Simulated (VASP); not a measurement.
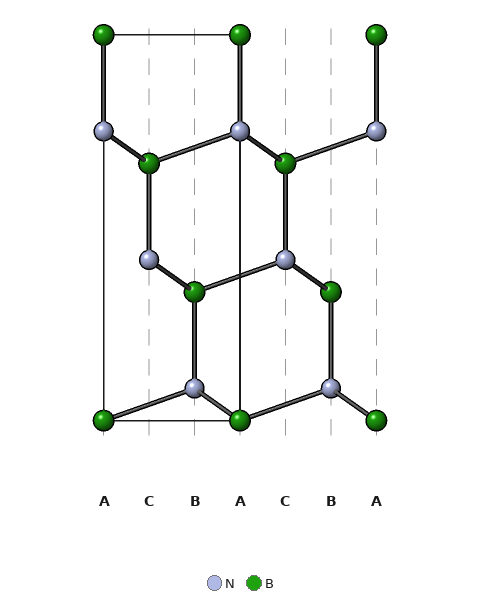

The picture looks along a close-packed row of the hexagonal mesh; [111] points upwards. The dashed lines mark the three columns A (0, 0), B (1/3, 2/3) and C (2/3, 1/3). The box is the hexagonal cell of the face-centred cubic lattice. The sequence starts with the first layer at or above the cell's origin.

The compound is BN (space group F-43m, No. 216), taken as the end point of a relaxation with VASP Kohn-Sham DFT of a periodic cell, optB86b-vdW, VASP PAW PBE potentials, recommended (VASP).

List the layers of one repeat.

B(A) – N(B) – B(B) – N(C) – B(C) – N(A) (six layers in 6.27 Å).

How are the N layers alone stacked?

N layers alone: BCA, the cubic close-packed type.

Which positions between or in the N layers do the other atoms fill?

B: three tetrahedral sites in each hexagonal cell.

What short polytype symbol fits?

Polytype symbol 3C, the symbol of a tetrahedral polytype (number of double layers in the repeat and lattice).
